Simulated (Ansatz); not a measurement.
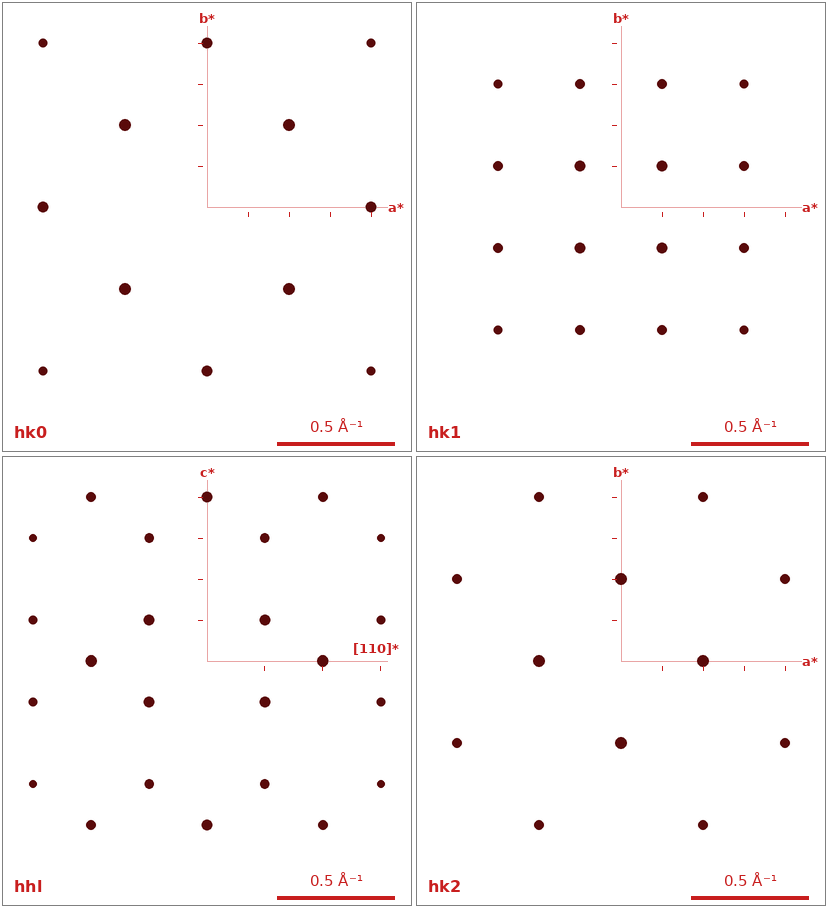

Simulated precession-type sections (X-rays; kinematic intensities, B = 0.5 Å²). The ticks mark integer indices of the conventional cell.

Question: What cell do the layers give?

Answer: a* = 0.176, b* = 0.176, c* = 0.176 Å⁻¹; the cell is cubic with a = 5.68 Å.

Question: List the systematic absences.

Answer: Reflections are present only under these conditions. hkl: h + k = 2n, h + l = 2n; hk0: h = 2n, h + k = 4n; hhl: h + l = 2n; h00: h = 4n. The lattice is face-centred (F). Further gaps, such as 2 2 2, 4 4 2, come from atoms on special positions, not from the group's general conditions.

Question: Which space groups fit?

Answer: The intensities have Laue symmetry m-3m (the hk0 layer shows 4mm, hk1 shows 4mm). With these conditions only Fd-3m (No. 227) fits. The compound is Pd. Structure: the end point of a relaxation with DFT PBEsol, scalar-relativistic, plane waves, PAW in Ansatz 0.2.0; the starting structure was generated, so it need not be a known form of this composition.
